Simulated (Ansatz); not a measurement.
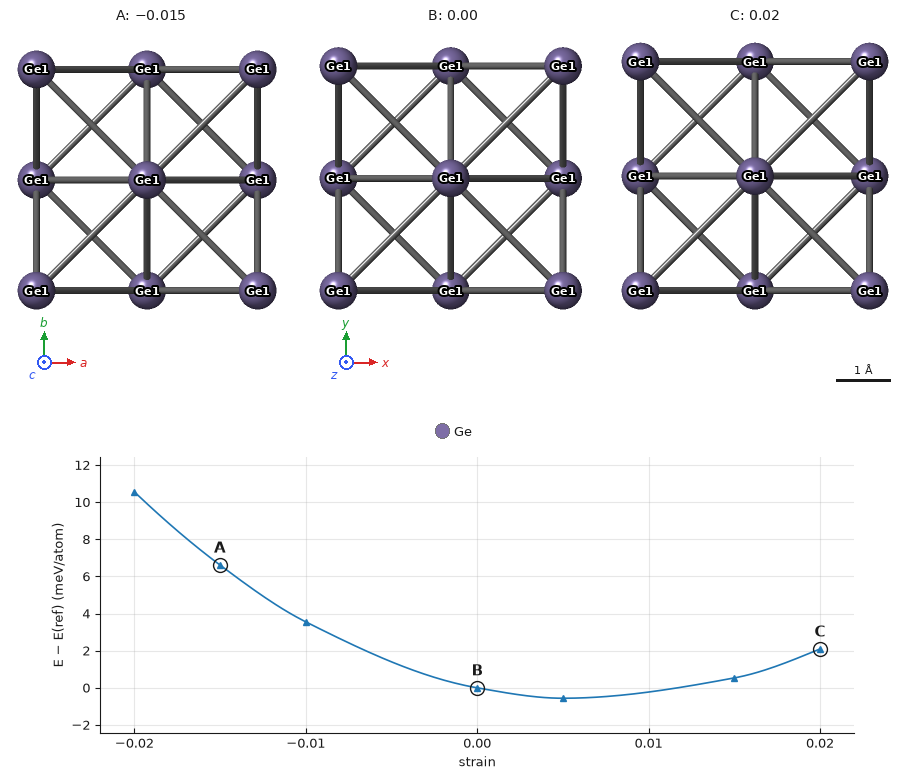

Energy scan for a crystal of Ge (Fm-3m), in which the cell is strained equally along x and y, with the atoms kept at their fractional coordinates. x, y and z are the Cartesian axes of the input. The lettered frames are marked on the plot. The picture is a ball-and-stick view of the conventional cell (4 times the calculation's cell), repeated 1 × 1 × 2 with one cell outlined, seen along the c axis. Lengths and directions refer to the drawn axes.

Method: DFT PBE+D3(BJ), scalar-relativistic, plane waves, PAW in Ansatz 0.2.0. Set-up: plane-wave cutoff 420 eV; k-point mesh 20 × 20 × 20; occupations gaussian; smearing width 0.15 eV; no spin polarisation. Energies (free energies at the smearing named) are counted from the cell as listed in its source, which wasn't relaxed.

Read off the main features of the energy profile.

Of the computed points the lowest is at the strain 0.005, −0.6 meV/atom. The unrelaxed reference is under a pressure of 0.8 GPa, which tilts the curve. The distortion takes the space group from Fm-3m to I4/mmm. At the strain −0.02 the cell of the drawing goes a 4.197 → 4.113 Å, b 4.197 → 4.113 Å.

The computed points:

```tsv
strain	E − E(ref) (meV/atom)
−0.020	10.6
−0.015	6.6
−0.010	3.6
0.000	0.0
0.005	−0.6
0.015	0.5
0.020	2.1
```
